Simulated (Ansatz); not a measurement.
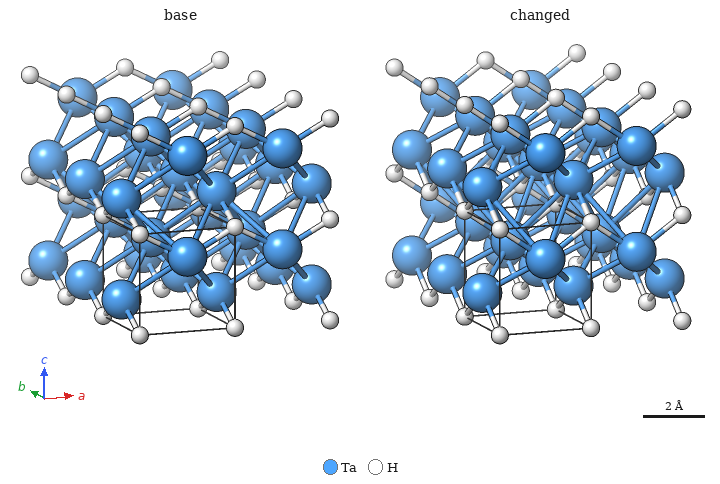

Left: a symmetric starting cell of Ta$_{2}$H. Right: the same structure after one change, at the same scale. The picture is a ball-and-stick view of the cell of the calculation, repeated 2 × 3 × 2 with one cell outlined, seen slightly off an axis.

Level of theory: DFT r2SCAN, scalar-relativistic, plane waves, PAW in Ansatz. (plane-wave cutoff 500 eV; k-point mesh 12 × 12 × 12; occupations gaussian; smearing width 0.1 eV; no spin polarisation)

Q: What distinguishes the right structure from the left one?

A: The cell is strained by +4.9 % along c and −4.1 % across it (volume −3.5 %) and the Ta atoms are displaced by 0.19 Å relative to the cell. No relaxation follows. The starting cell wasn't computed here and needn't be at equilibrium, so pressure and forces aren't due to the change alone.

Q: How do the computed properties respond?

A: Some distances before and after: Ta–Ta 2.898 → 2.651 Å, Ta–Ta 2.966 → 3.198 Å, H–Ta 1.903 → 1.966 Å. The space group stays P-4m2 (No. 115). The pressure is 17.7 GPa (not all of it need come from the change, since the unchanged cell can be under pressure at this level too). The principal stresses (compression positive) are 5.0 GPa along c and 24.1 GPa across it. The largest forces, 4.3 eV/Å, act on 2 Ta atoms of the calculation's cell. The forces point straight back along the displacements (cosine −1.00).
